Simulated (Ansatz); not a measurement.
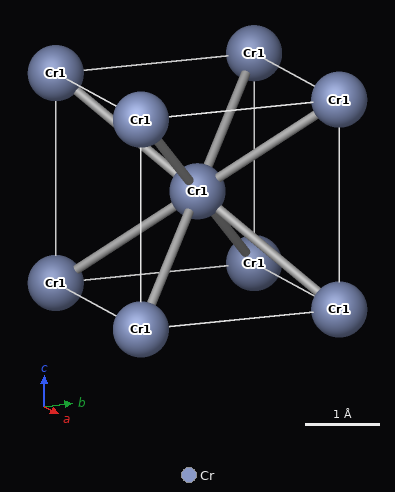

**Figure 1.** The structure of run A (ball-and-stick view of the cell 2 times as large as that of the calculation, set on its symmetry axes, seen slightly off an axis; atoms are numbered from 1 in the order of the input). An atom can appear more than once, as a periodic image. Near neighbours in the periodic cell (some may lie outside the picture): Cr has 8 Cr at 2.54 Å.

# From Cr to Mo

System: Cr (1 atom in the cell).
Method of run A: DFT r2SCAN, scalar-relativistic, plane waves, PAW, no spin polarisation (Ansatz 0.2.0).
System of run B: Mo (Im-3m, 1 atom in the cell).

On run A: The structure was made by swapping elements on the sites of another compound; it need not be a known phase. On run B: The structure derives from a Materials Project entry. Text and figures count atoms from 1; the logs count them from 0 in places.

**Input file, run A**
```yaml
crystal:
  lattice:
    - [-1.4686980986, 1.4686980986, 1.4686980986]
    - [1.4686980986, -1.4686980986, 1.4686980986]
    - [1.4686980986, 1.4686980986, -1.4686980986]
  atoms:
    - { symbol: Cr, position: [0.0, 0.0, 0.0] }
basis:
  ecutwfc: 500
kpoints:
  mp_grid: { grid: [10, 10, 10] }
hamiltonian:
  xc: r2scan
scf:
  occupations: { method: gaussian, width: 0.1 }
output:
  forces: true
  stress: true
  eigenvalues: true
relax:
  adjacent_minimum: "off"
  f_tol: 0.05
  max_steps: 60
  cell: { stress_tol: 0.5 }
```

Command:
```bash
ansatz run input.yaml --threads 1 --pin off --max-ram 2560MiB --backend cpu --events-out ev --progress --plain --runs-dir out
```

Hardware: 1 thread of AMD EPYC (Zen 3), 189 GiB of memory available, shared host.

**Output, shortened to warnings, some set-up lines, iterations and results (run A)**
```
Basis set: ecut = 500 eV, 321 PW (Γ), exchange–correlation on 80×80×80 points (64 copies of the dense FFT grid, shifted against one another)
Symmetry: 48 space group operations
k-points: 47 of 1000
Initial density: superposition of atomic densities (neutral atoms: chi_scale 0, normalization atom), corrected by the library's trained network
[...]
SCF iter   1: F=—  HF=-3382.340708 eV  |F-HF|=—  |Δ(HF+E_count)|=         —  Δρ=2.02e-2  dr2=3.81e-2  dr2_τ=1.36e-2  ethr=1.77e-3  ⟨swp⟩=4.0  Hψ=2477  notcnv=0
SCF iter   2: F=—  HF=-3382.336882 eV  |F-HF|=—  |Δ(HF+E_count)|=   3.83e-3  Δρ=1.25e-2  dr2=1.18e-2  dr2_τ=8.13e-4  ethr=2.72e-4  ⟨swp⟩=2.9  Hψ=1396  notcnv=0  defer=4
SCF iter   3: F=—  HF=-3382.333878 eV  |F-HF|=—  |Δ(HF+E_count)|=   3.00e-3  Δρ=3.79e-3  dr2=3.37e-4  dr2_τ=1.87e-4  ethr=8.43e-5  ⟨swp⟩=2.5  Hψ=927  notcnv=0  defer=4
SCF iter   4: F=—  HF=-3382.334650 eV  |F-HF|=—  |Δ(HF+E_count)|=   7.72e-4  Δρ=4.56e-4  dr2=1.90e-5  dr2_τ=2.28e-6  ethr=2.41e-6  ⟨swp⟩=2.0  Hψ=842  notcnv=0  defer=4
SCF iter   5: F=—  HF=-3382.334647 eV  |F-HF|=—  |Δ(HF+E_count)|=   3.62e-6  Δρ=3.54e-5  dr2=1.92e-8  dr2_τ=3.06e-8  ethr=1.36e-7  ⟨swp⟩=3.0  Hψ=879  notcnv=0  defer=4
[... 20 lines ...]
SCF iter   3: F=—  HF=-3382.444898 eV  |F-HF|=—  |Δ(HF+E_count)|=   4.84e-7  Δρ=6.71e-5  dr2=3.85e-7  dr2_τ=1.30e-8  ethr=2.03e-9  ⟨swp⟩=2.4  Hψ=860  notcnv=0
SCF iter   4: F=—  HF=-3382.444898 eV  |F-HF|=—  |Δ(HF+E_count)|=   1.19e-7  Δρ=6.17e-6  dr2=1.18e-9  dr2_τ=6.07e-10  ethr=2.03e-9  ⟨swp⟩=2.7  Hψ=839  notcnv=0
SCF iter   5: F=-3382.444898 eV  HF=-3382.444898 eV  |F-HF|=4.37e-11  |Δ(HF+E_count)|=   2.69e-9  Δρ=1.16e-6  dr2=8.64e-11  dr2_τ=1.03e-11  ethr=7.14e-12  ⟨swp⟩=4.0  Hψ=1496  …
SCF 4 converged in 5 iterations: F = -3382.444898 eV  dr2 = 8.64e-11
relax step   4: F+E_penalty+E_count = -3382.44489784 eV  Δ(F+E_penalty+E_count) = +5.272e-4 eV  max|allowed force component| = 0.000e0 eV/Å  Δτ_max = 0.0000 Å  P = -0.218 GPa …
basis re-selected at this cell: Δ(F+E_penalty+E_count) = +5.272e-4 eV, ΔP = -0.014 GPa vs the last step (what re-selecting the basis moved, of the pressure what is left beyond the Pulay correction that the steps carried, after the strain that the cell walked since its last selection, with what the …
SCF converged after 5 iterations
Free energy (F): -3382.444898 eV
Harris-Foulkes:  -3382.444898 eV  (|F-HF|=4.37e-11)
Internal energy: -3382.440577 eV  (E = F + TS)
E sigma→0 (E₀):  -3382.442737 eV
Entropy (-TS):   -0.004321 eV (-4.321 meV/atom)
Fermi energy:    19.739953 eV
--- Per-component energies (eV) ---
  E_band       = -157.693614
  E_kinetic    = 343.728160
  E_local      = -1156.915832  (includes V_loc(G=0)·N_el)
  E_nonlocal   = 78.254677
  E_hartree    = 505.897945
  E_xc         = -138.270063
  E_vxc        = -201.183307  (∫ρ·V_xc dr)
  E_paw        = -1201.815921  (= ΣΔE_a)
  E_vpaw       = -246.042567  (= ΣTr[D̂ρ^β])
  E_aug_tail   = 0.000235  (compensation charges beyond the density's cutoff)
  E_vtau       = 12.669554  (kinetic-family band-sum trace: ∫τ·v_τ [+ j·A + Jᵃ·Aᵃ] dr)
  E_ewald      = -1813.047450
  E_core_change = -0.272327  (= ΣΔE_core)
  E_smearing   = -0.004321  (= −TS)
  E_closure    = 0.000000  (closes the sum)
  Σ components = -3382.444898   (vs F -3382.444898, Δ=0.00e0)
--- Forces (eV/Å), atoms counted from 1 ---
  atom   1  Cr    -0.00000000     0.00000000     0.00000000
  max |Σ_I F_I| component: 2.14e-31 eV/Å
--- Stress (GPa, compression-positive) ---
       -0.217512      -0.000000      -0.000000
        0.000000      -0.217512      -0.000000
       -0.000000       0.000000      -0.217512
  P = ⅓ Tr σ = -0.2175 GPa (-2.175 kbar)
--- Relaxed structure (3 steps of the walk, 3 accepted, 1 SCFs on fresh bases) ---
  F+E_penalty+E_count = -3382.44489784 eV   max|allowed force component| = 0.000e0 eV/Å   (the final SCF, on the basis selected at the relaxed cell)
  cell:  # Å, volume = 11.3633 Å³
    - [-1.4162783789480848, 1.4162783789480848, 1.4162783789480848]
    - [1.4162783789480848, -1.4162783789480848, 1.4162783789480848]
[...]
```

For run B the input was changed thus:
```diff
-    - [-1.4686980986, 1.4686980986, 1.4686980986]
-    - [1.4686980986, -1.4686980986, 1.4686980986]
-    - [1.4686980986, 1.4686980986, -1.4686980986]
+    - [-1.5838089719, 1.5838089719, 1.5838089719]
+    - [1.5838089719, -1.5838089719, 1.5838089719]
+    - [1.5838089719, 1.5838089719, -1.5838089719]
-    - { symbol: Cr, position: [0.0, 0.0, 0.0] }
+    - { symbol: Mo, position: [0.0, 0.0, 0.0] }
-  mp_grid: { grid: [10, 10, 10] }
+  mp_grid: { grid: [18, 18, 18] }
-  f_tol: 0.05
-  max_steps: 60
-  cell: { stress_tol: 0.5 }
+  f_tol: 0.005
+  max_steps: 80
+  cell: { stress_tol: 0.05 }
```

How does run B compare with run A?

The total energies belong to different systems, so their difference says nothing on which is more stable or more accurate. The pressure goes from −0.22 to 0.00 GPa. The volume per atom goes from 11.36 to 15.63 Å³. The SCF takes 27 iterations over all geometry steps against 22. The irreducible k-points go from 47 to 195. On the same kind of shared host run B took about 5 times as long.

**Output, shortened to warnings, some set-up lines, iterations and results (run B)**
```
Basis set: ecut = 500 eV, 381 PW (Γ), exchange–correlation on 96×96×96 points (64 copies of the dense FFT grid, shifted against one another)
Symmetry: 48 space group operations
k-points: 195 of 5832
Initial density: superposition of atomic densities (neutral atoms: chi_scale 0, normalization atom), corrected by the library's trained network
[...]
SCF iter   1: F=—  HF=-4967.592974 eV  |F-HF|=—  |Δ(HF+E_count)|=         —  Δρ=9.64e-3  dr2=1.16e-2  dr2_τ=2.01e-2  ethr=1.77e-3  ⟨swp⟩=5.0  Hψ=13079  notcnv=0
SCF iter   2: F=—  HF=-4967.592281 eV  |F-HF|=—  |Δ(HF+E_count)|=   6.92e-4  Δρ=3.20e-3  dr2=3.00e-4  dr2_τ=4.80e-4  ethr=8.26e-5  ⟨swp⟩=2.7  Hψ=5311  notcnv=0
SCF iter   3: F=—  HF=-4967.592537 eV  |F-HF|=—  |Δ(HF+E_count)|=   2.56e-4  Δρ=1.46e-3  dr2=6.20e-5  dr2_τ=1.55e-5  ethr=2.15e-6  ⟨swp⟩=1.1  Hψ=2214  notcnv=0
SCF iter   4: F=—  HF=-4967.592607 eV  |F-HF|=—  |Δ(HF+E_count)|=   7.00e-5  Δρ=6.05e-5  dr2=2.26e-7  dr2_τ=4.69e-8  ethr=4.43e-7  ⟨swp⟩=3.0  Hψ=3584  notcnv=0
SCF iter   5: F=-4967.592608 eV  HF=-4967.592608 eV  |F-HF|=3.17e-9  |Δ(HF+E_count)|=   4.44e-8  Δρ=8.49e-6  dr2=8.06e-9  dr2_τ=2.56e-9  ethr=1.61e-9  ⟨swp⟩=2.0  Hψ=3291  …
[... 27 lines ...]
SCF iter   3: F=—  HF=-4967.596075 eV  |F-HF|=—  |Δ(HF+E_count)|=   4.46e-8  Δρ=5.61e-6  dr2=1.36e-9  dr2_τ=8.54e-10  ethr=1.40e-10  ⟨swp⟩=2.0  Hψ=3319  notcnv=0
SCF iter   4: F=—  HF=-4967.596075 eV  |F-HF|=—  |Δ(HF+E_count)|=   1.97e-9  Δρ=7.98e-7  dr2=2.01e-11  dr2_τ=7.01e-12  ethr=9.72e-12  ⟨swp⟩=2.0  Hψ=3320  notcnv=0
SCF iter   5: F=-4967.596075 eV  HF=-4967.596075 eV  |F-HF|=0.00e0  |Δ(HF+E_count)|=  4.64e-11  Δρ=8.55e-8  dr2=3.34e-13  dr2_τ=2.27e-13  ethr=1.00e-12  ⟨swp⟩=5.5  Hψ=8338  …
SCF 5 converged in 5 iterations: F = -4967.596075 eV  dr2 = 3.34e-13
relax step   5: F+E_penalty+E_count = -4967.59607456 eV  Δ(F+E_penalty+E_count) = +1.269e-4 eV  max|allowed force component| = 0.000e0 eV/Å  Δτ_max = 0.0000 Å  P = +0.002 GPa …
basis re-selected at this cell: Δ(F+E_penalty+E_count) = +1.269e-4 eV, ΔP = -0.006 GPa vs the last step (what re-selecting the basis moved, of the pressure what is left beyond the Pulay correction that the steps carried, after the strain that the cell walked since its last selection, with what the …
SCF converged after 5 iterations
Free energy (F): -4967.596075 eV
Harris-Foulkes:  -4967.596075 eV  (|F-HF|=0.00e0)
Internal energy: -4967.593228 eV  (E = F + TS)
E sigma→0 (E₀):  -4967.594651 eV
Entropy (-TS):   -0.002846 eV (-2.846 meV/atom)
Fermi energy:    21.060286 eV
--- Per-component energies (eV) ---
  E_band       = -67.649110
  E_kinetic    = 439.901596
  E_local      = -781.296710  (includes V_loc(G=0)·N_el)
  E_nonlocal   = 142.164680
  E_hartree    = 257.691261
  E_xc         = -178.572757
  E_vxc        = -256.372037  (∫ρ·V_xc dr)
  E_paw        = -3217.146326  (= ΣΔE_a)
  E_vpaw       = -144.416408  (= ΣTr[D̂ρ^β])
  E_aug_tail   = 0.000003  (compensation charges beyond the density's cutoff)
  E_vtau       = 16.987236  (kinetic-family band-sum trace: ∫τ·v_τ [+ j·A + Jᵃ·Aᵃ] dr)
  E_ewald      = -1630.113772
  E_core_change = -0.221204  (= ΣΔE_core)
  E_smearing   = -0.002846  (= −TS)
  E_closure    = 0.000000  (closes the sum)
  Σ components = -4967.596075   (vs F -4967.596075, Δ=0.00e0)
--- Forces (eV/Å), atoms counted from 1 ---
  atom   1  Mo    -0.00000000    -0.00000000    -0.00000000
  max |Σ_I F_I| component: 1.64e-32 eV/Å
--- Stress (GPa, compression-positive) ---
        0.001792       0.000000      -0.000000
       -0.000000       0.001792      -0.000000
       -0.000000       0.000000       0.001792
  P = ⅓ Tr σ = 0.0018 GPa (0.018 kbar)
--- Relaxed structure (4 steps of the walk, 3 accepted, 1 SCFs on fresh bases) ---
  F+E_penalty+E_count = -4967.59607456 eV   max|allowed force component| = 0.000e0 eV/Å   (the final SCF, on the basis selected at the relaxed cell)
  cell:  # Å, volume = 15.6343 Å³
    - [-1.5752151460340666, 1.5752151460340666, 1.5752151460340666]
    - [1.5752151460340666, -1.5752151460340666, 1.5752151460340666]
[...]
```

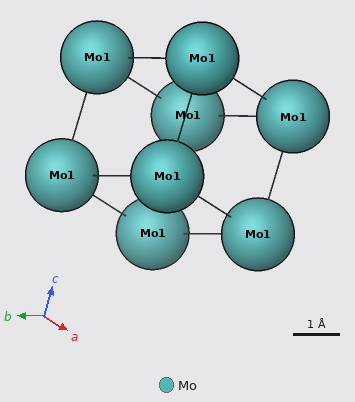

**Figure 2.** The input structure of run B (spheres-only view of the cell of the calculation, seen at an oblique angle; atoms are numbered from 1 in the order of the input). An atom can appear more than once, as a periodic image.

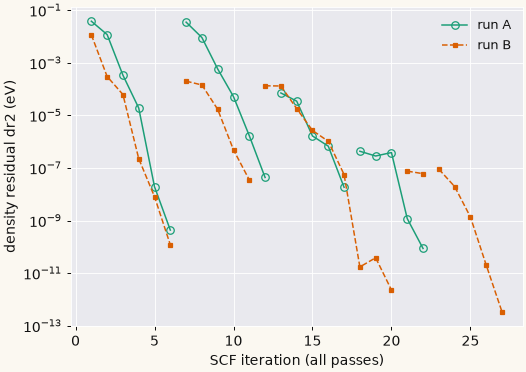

**Figure 3.** Convergence of the two runs: density residual dr2 against the SCF iteration. A break in a curve parts two SCF passes. Run A takes 22 iterations in all, and run B takes 27.

**The two runs side by side**

```tsv
quantity	run A	run B
outcome	converged	converged
free energy per atom (eV)	−3382.4449	−4967.5961
energy per atom, smearing taken to zero (eV)	−3382.4427	−4967.5947
gap on the mesh (eV)	0.00	0.00
pressure (GPa)	−0.22	0.00
volume per atom (Å³)	11.36	15.63
largest force (eV/Å)	0.000	0.000
SCF iterations	22	27
irreducible k-points	47	195
wall time (shared host)	11 s	54 s
```

For run A: The run has no spin polarisation, so a magnetic state may lie lower.
